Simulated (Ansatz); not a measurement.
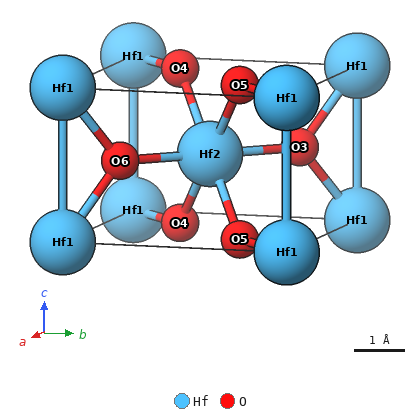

**Figure 1.** The input geometry of the first run (ball-and-stick view of the cell of the calculation, seen slightly off an axis; atoms are numbered from 1 in the order of the input). An atom can appear more than once, as a periodic image.

# What a change does: single-point calculation on HfO2

System: HfO2 (P4₂/mnm, 6 atoms in the cell).
Method of the first run: DFT PBEsol, scalar-relativistic, plane waves, PAW, PAW set soft_1, no spin polarisation (Ansatz 0.2.0).

The structure derives from a Materials Project entry. Text and figures count atoms from 1; the logs count them from 0 in places.

## The input, the first run
```yaml
crystal:
  lattice:
    - [4.7501094231, 0.0, 0.0]
    - [0.0, 4.7501094231, 0.0]
    - [0.0, 0.0, 3.1565728427]
  atoms:
    - { symbol: Hf, position: [0.0, 0.0, 0.0] }
    - { symbol: Hf, position: [0.5, 0.5, 0.5] }
    - { symbol: O, position: [0.1949828631, 0.8050171369, 0.5] }
    - { symbol: O, position: [0.3050171369, 0.3050171369, 0.0] }
    - { symbol: O, position: [0.6949828631, 0.6949828631, 0.0] }
    - { symbol: O, position: [0.8050171369, 0.1949828631, 0.5] }
basis:
  ecutwfc: 520.0
kpoints:
  mp_grid: { grid: [6, 6, 8] }
hamiltonian:
  xc: pbesol
  pseudopotentials: { kind: paw, azcp: { folder: soft_1 } }
scf:
  occupations: { method: gaussian, width: 0.05 }
output:
  forces: true
  stress: true
  eigenvalues: true
```

Launched with:
```bash
ansatz run input.yaml --threads 2 --pin off --max-ram 4096MiB --backend cpu --events-out ev --progress --plain --runs-dir out
```

Hardware: 2 threads of Arm Neoverse N1, 98 GiB of memory available, shared host.

## Output, shortened to warnings, some set-up lines, iterations and results (the first run)
```
Warning: [file] the record states the generating functional pbe (its physics header spells it `PBE`), which answers neither for hamiltonian.xc's functional nor for the pbesol family's — results may be inconsistent (PPs are generated against a specific XC)
Warning: [file] the record states the generating functional pbe (its physics header spells it `PBE`), which answers neither for hamiltonian.xc's functional nor for the pbesol family's — results may be inconsistent (PPs are generated against a specific XC)
Basis set: ecut = 520 eV, 1931 PW (Γ), exchange–correlation on 72×72×48 points (8 copies of the dense FFT grid, shifted against one another)
Symmetry: 16 space group operations
k-points: 50 of 288
Initial density: superposition of atomic densities (chi_scale 0.1, normalization cell, long waves kept (reshape's long-wave potential 0.00 eV rms))
[...]
SCF iter   1: F=—  HF=-33453.274811 eV  |F-HF|=—  |Δ(HF+E_count)|=         —  Δρ=8.93e-2  dr2=4.80e0  ethr=3.10e-3  ⟨swp⟩=5.5  Hψ=7364  notcnv=0  defer=3
SCF iter   2: F=—  HF=-33452.122926 eV  |F-HF|=—  |Δ(HF+E_count)|=    1.15e0  Δρ=4.22e-2  dr2=1.24e0  ethr=3.10e-3  ⟨swp⟩=2.8  Hψ=4932  notcnv=0  defer=94
SCF iter   3: F=—  HF=-33451.788704 eV  |F-HF|=—  |Δ(HF+E_count)|=   3.34e-1  Δρ=2.24e-2  dr2=3.32e-1  ethr=1.64e-3  ⟨swp⟩=2.0  Hψ=3997  notcnv=0  defer=94
SCF iter   4: F=—  HF=-33451.644555 eV  |F-HF|=—  |Δ(HF+E_count)|=   1.44e-1  Δρ=7.78e-3  dr2=3.09e-2  ethr=4.37e-4  ⟨swp⟩=3.0  Hψ=4703  notcnv=0  defer=89
SCF iter   5: F=—  HF=-33451.663782 eV  |F-HF|=—  |Δ(HF+E_count)|=   1.92e-2  Δρ=3.91e-3  dr2=1.05e-2  ethr=4.06e-5  ⟨swp⟩=2.0  Hψ=4201  notcnv=0  defer=87
SCF iter   6: F=—  HF=-33451.659497 eV  |F-HF|=—  |Δ(HF+E_count)|=   4.29e-3  Δρ=7.15e-4  dr2=3.49e-4  ethr=1.38e-5  ⟨swp⟩=2.0  Hψ=4262  notcnv=0  defer=37
SCF iter   7: F=—  HF=-33451.660251 eV  |F-HF|=—  |Δ(HF+E_count)|=   7.53e-4  Δρ=4.34e-4  dr2=1.17e-4  ethr=4.59e-7  ⟨swp⟩=2.0  Hψ=4140  notcnv=0  defer=37
SCF iter   8: F=—  HF=-33451.660281 eV  |F-HF|=—  |Δ(HF+E_count)|=   3.04e-5  Δρ=6.57e-5  dr2=3.05e-6  ethr=1.54e-7  ⟨swp⟩=2.0  Hψ=4108  notcnv=0  defer=37
SCF iter   9: F=—  HF=-33451.660286 eV  |F-HF|=—  |Δ(HF+E_count)|=   4.61e-6  Δρ=1.23e-5  dr2=1.13e-7  ethr=4.01e-9  ⟨swp⟩=2.1  Hψ=4090  notcnv=0  defer=37
SCF iter  10: F=-33451.660286 eV  HF=-33451.660286 eV  |F-HF|=2.09e-9  |Δ(HF+E_count)|=   9.18e-8  Δρ=2.39e-6  dr2=3.39e-9  ethr=1.32e-10  ⟨swp⟩=9.3  Hψ=9688  notcnv=0
SCF 1 converged in 10 iterations: F = -33451.660286 eV  dr2 = 3.39e-9
SCF converged after 10 iterations
Free energy (F): -33451.660286 eV
Harris-Foulkes:  -33451.660286 eV  (|F-HF|=2.09e-9)
Internal energy: -33451.660286 eV  (E = F + TS)
E sigma→0 (E₀):  -33451.660286 eV
Fermi energy:    14.143310 eV
--- Per-component energies (eV) ---
  E_band       = -134.957528
  E_kinetic    = 1491.320453
  E_local      = -15218.926119  (includes V_loc(G=0)·N_el)
  E_nonlocal   = 357.324867
  E_hartree    = 7212.990494
  E_xc         = -812.785393
  E_vxc        = -873.228259  (∫ρ·V_xc dr)
  E_paw        = -15792.004757  (= ΣΔE_a)
  E_vpaw       = -317.431504  (= ΣTr[D̂ρ^β])
  E_aug_tail   = 0.000839  (compensation charges beyond the density's cutoff)
  E_ewald      = -10692.223933
  E_core_change = 2.643264  (= ΣΔE_core)
  E_smearing   = -0.000000  (= −TS)
  E_closure    = 0.000000  (closes the sum)
  Σ components = -33451.660286   (vs F -33451.660286, Δ=0.00e0)
--- Forces (eV/Å), atoms counted from 1 ---
  atom   1  Hf     0.00000000    -0.00000000    -0.00000000
  atom   2  Hf    -0.00000000    -0.00000000    -0.00000000
  atom   3  O      0.12525182    -0.12525182    -0.00000000
  atom   4  O     -0.12525182    -0.12525182    -0.00000000
  atom   5  O      0.12525182     0.12525182     0.00000000
  atom   6  O     -0.12525182     0.12525182     0.00000000
  max |Σ_I F_I| component: 5.36e-29 eV/Å
--- Stress (GPa, compression-positive) ---
       11.694786       0.000000       0.000000
        0.000000      11.694786       0.000000
        0.000000       0.000000      15.209163
  P = ⅓ Tr σ = 12.8662 GPa (128.662 kbar)
```

For the second run the input was changed thus:
```diff
-  ecutwfc: 520.0
+  ecutwfc: "500 eV"
+  xc_grid: 2
```

Predict how the results change.

The free energy of the second run is 0.11 meV per atom higher, which measures how much it depends on this numerical setting. More plane waves can only lower the energy of a fixed Hamiltonian, so the higher cutoff gives the lower value. The number of SCF iterations is the same. The plane waves at Γ go from 1931 to 1835.

## Output, shortened to warnings, some set-up lines, iterations and results (the second run)
```
Warning: [file] the record states the generating functional pbe (its physics header spells it `PBE`), which answers neither for hamiltonian.xc's functional nor for the pbesol family's — results may be inconsistent (PPs are generated against a specific XC)
Warning: [file] the record states the generating functional pbe (its physics header spells it `PBE`), which answers neither for hamiltonian.xc's functional nor for the pbesol family's — results may be inconsistent (PPs are generated against a specific XC)
Basis set: ecut = 500 eV, 1835 PW (Γ), exchange–correlation on 72×72×48 points (8 copies of the dense FFT grid, shifted against one another)
Symmetry: 16 space group operations
k-points: 50 of 288
Initial density: superposition of atomic densities (chi_scale 0.1, normalization cell, long waves kept (reshape's long-wave potential 0.00 eV rms))
[...]
SCF iter   1: F=—  HF=-33453.273312 eV  |F-HF|=—  |Δ(HF+E_count)|=         —  Δρ=8.93e-2  dr2=4.80e0  ethr=3.10e-3  ⟨swp⟩=5.8  Hψ=7353  notcnv=0  defer=4
SCF iter   2: F=—  HF=-33452.122562 eV  |F-HF|=—  |Δ(HF+E_count)|=    1.15e0  Δρ=4.22e-2  dr2=1.24e0  ethr=3.10e-3  ⟨swp⟩=2.6  Hψ=4863  notcnv=0  defer=94
SCF iter   3: F=—  HF=-33451.788197 eV  |F-HF|=—  |Δ(HF+E_count)|=   3.34e-1  Δρ=2.24e-2  dr2=3.32e-1  ethr=1.64e-3  ⟨swp⟩=2.0  Hψ=3997  notcnv=0  defer=94
SCF iter   4: F=—  HF=-33451.643946 eV  |F-HF|=—  |Δ(HF+E_count)|=   1.44e-1  Δρ=7.76e-3  dr2=3.08e-2  ethr=4.37e-4  ⟨swp⟩=2.9  Hψ=4663  notcnv=0  defer=89
SCF iter   5: F=—  HF=-33451.662979 eV  |F-HF|=—  |Δ(HF+E_count)|=   1.90e-2  Δρ=3.90e-3  dr2=1.04e-2  ethr=4.05e-5  ⟨swp⟩=2.0  Hψ=4192  notcnv=0  defer=87
SCF iter   6: F=—  HF=-33451.658848 eV  |F-HF|=—  |Δ(HF+E_count)|=   4.13e-3  Δρ=7.07e-4  dr2=3.44e-4  ethr=1.37e-5  ⟨swp⟩=2.0  Hψ=4252  notcnv=0  defer=37
SCF iter   7: F=—  HF=-33451.659584 eV  |F-HF|=—  |Δ(HF+E_count)|=   7.36e-4  Δρ=4.30e-4  dr2=1.15e-4  ethr=4.53e-7  ⟨swp⟩=2.0  Hψ=4131  notcnv=0  defer=37
SCF iter   8: F=—  HF=-33451.659613 eV  |F-HF|=—  |Δ(HF+E_count)|=   2.95e-5  Δρ=6.46e-5  dr2=3.04e-6  ethr=1.51e-7  ⟨swp⟩=2.0  Hψ=4108  notcnv=0  defer=37
SCF iter   9: F=—  HF=-33451.659646 eV  |F-HF|=—  |Δ(HF+E_count)|=   3.23e-5  Δρ=1.20e-5  dr2=1.06e-7  ethr=4.00e-9  ⟨swp⟩=2.6  Hψ=4009  notcnv=0  defer=37
SCF iter  10: F=-33451.659646 eV  HF=-33451.659646 eV  |F-HF|=1.80e-9  |Δ(HF+E_count)|=   9.00e-8  Δρ=2.32e-6  dr2=3.09e-9  ethr=1.32e-10  ⟨swp⟩=8.9  Hψ=9655  notcnv=0
SCF 1 converged in 10 iterations: F = -33451.659646 eV  dr2 = 3.09e-9
SCF converged after 10 iterations
Free energy (F): -33451.659646 eV
Harris-Foulkes:  -33451.659646 eV  (|F-HF|=1.80e-9)
Internal energy: -33451.659646 eV  (E = F + TS)
E sigma→0 (E₀):  -33451.659646 eV
Fermi energy:    14.143321 eV
--- Per-component energies (eV) ---
  E_band       = -134.937849
  E_kinetic    = 1491.311458
  E_local      = -15218.905808  (includes V_loc(G=0)·N_el)
  E_nonlocal   = 357.301806
  E_hartree    = 7212.973300
  E_xc         = -812.782360
  E_vxc        = -873.224314  (∫ρ·V_xc dr)
  E_paw        = -15791.978439  (= ΣΔE_a)
  E_vpaw       = -317.371179  (= ΣTr[D̂ρ^β])
  E_aug_tail   = 0.001067  (compensation charges beyond the density's cutoff)
  E_ewald      = -10692.223933
  E_core_change = 2.643264  (= ΣΔE_core)
  E_smearing   = -0.000000  (= −TS)
  E_closure    = -0.000000  (closes the sum)
  Σ components = -33451.659646   (vs F -33451.659646, Δ=0.00e0)
--- Forces (eV/Å), atoms counted from 1 ---
  atom   1  Hf     0.00000000    -0.00000000    -0.00000000
  atom   2  Hf    -0.00000000    -0.00000000    -0.00000000
  atom   3  O      0.12528240    -0.12528240    -0.00000000
  atom   4  O     -0.12528240    -0.12528240    -0.00000000
  atom   5  O      0.12528240     0.12528240     0.00000000
  atom   6  O     -0.12528240     0.12528240     0.00000000
  max |Σ_I F_I| component: 8.33e-17 eV/Å
--- Stress (GPa, compression-positive) ---
       11.698111       0.000000       0.000000
        0.000000      11.698111       0.000000
        0.000000       0.000000      15.212971
  P = ⅓ Tr σ = 12.8697 GPa (128.697 kbar)
```

## The two runs side by side

| quantity | the first run | the second run |
| --- | --- | --- |
| outcome | converged | converged |
| free energy per atom (eV) | −5575.2767 | −5575.2766 |
| gap on the mesh (eV) | 4.08 | 4.08 |
| pressure (GPa) | 12.87 | 12.87 |
| largest force (eV/Å) | 0.177 | 0.177 |
| SCF iterations | 10 | 10 |
| irreducible k-points | 50 | 50 |
| plane waves at Γ | 1931 | 1835 |
| wall time (shared host) | 14 s | 14 s |

For both runs: Warnings: the PAW datasets were made with another functional. Spin–orbit coupling is left out, which matters for Hf. The cell is under a pressure of 12.9 GPa at this level, so it is not at its equilibrium volume.
